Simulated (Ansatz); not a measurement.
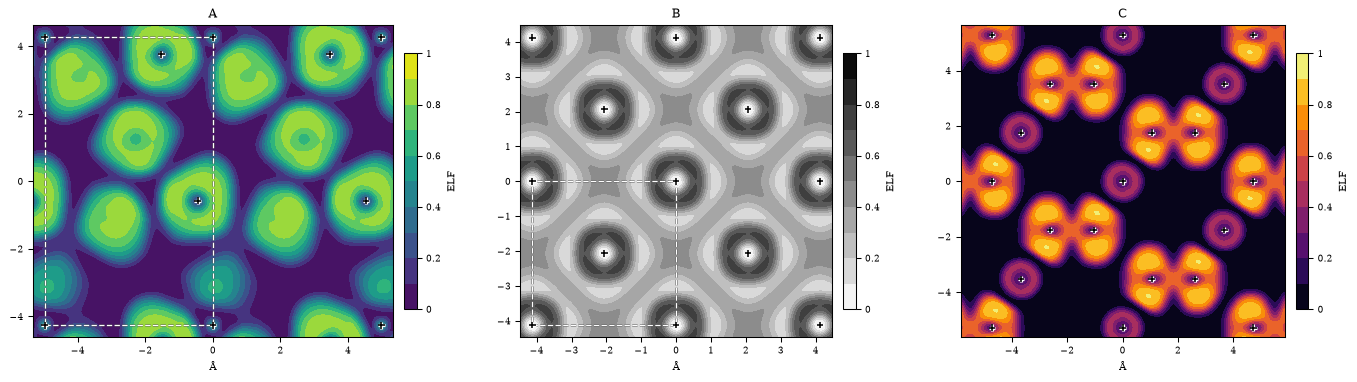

The ELF of 3 systems, each on a plane through atoms (crosses mark nuclei in the plane).

Theory: DFT r2SCAN, scalar-relativistic, plane waves, PAW in Ansatz 0.2.0.

System 1: MgO₂, the (110) plane of the conventional cell. Space group R-3m; a structure from a database of computed crystals, not necessarily the ambient phase; changed on purpose from its base cell (strain -0.050 along x and y, +0.050 along z, atoms carried along); not relaxed (largest force 1.8 eV/Å); computed pressure about −3 GPa in this cell.

```
Mg O
1.0
     3.04905    0.00000    0.00000
    -1.52452    2.64055    0.00000
     0.00000    0.00000   11.00603
Mg O
3 6
Direct
  0.00000 0.00000 0.00000
  0.66667 0.33333 0.33333
  0.33333 0.66667 0.66667
  0.33333 0.66667 0.09545
  0.00000 0.00000 0.42879
  0.66667 0.33333 0.76212
  0.33333 0.66667 0.23788
  0.00000 0.00000 0.57121
  0.66667 0.33333 0.90455
```

System 2: SiO₂, the (101̄) plane of the conventional cell. Space group P4₁2₁2.

```
Si O
1.0
     4.98514    0.00000    0.00000
     0.00000    4.98514    0.00000
     0.00000    0.00000    6.92500
Si O
4 8
Direct
  0.30184 0.30184 0.00000
  0.19816 0.80184 0.25000
  0.69816 0.69816 0.50000
  0.80184 0.19816 0.75000
  0.23841 0.10803 0.18083
  0.39197 0.73841 0.43083
  0.76159 0.89197 0.68083
  0.60803 0.26159 0.93083
  0.73841 0.39197 0.56917
  0.89197 0.76159 0.31917
  0.26159 0.60803 0.06917
  0.10803 0.23841 0.81917
```

System 3: W, the (010) plane of the conventional cell. Space group Fm-3m; changed on purpose from its base cell (strain +0.015 along x and y, +0.015 along z, atoms carried along); computed pressure about −20 GPa in this cell.

Match each panel to its system.

Panel A is system 2, SiO₂: the plane holds Si and O. Si–O (1.61 Å): the ELF peaks at about 0.85 between the atoms (a short, strongly polar bond). Panel B is system 3, W: the plane holds W. W–W (2.91 Å): the ELF is about 0.35 at the midpoint. Panel C is system 1, MgO₂: the plane holds Mg and O. Mg–O (2.05 Å): the ELF peaks at about 0.90 in the valence shell of O, 0.6 Å from its nucleus, and is about 0.35 at the midpoint; an ionic contact with no shared pair.
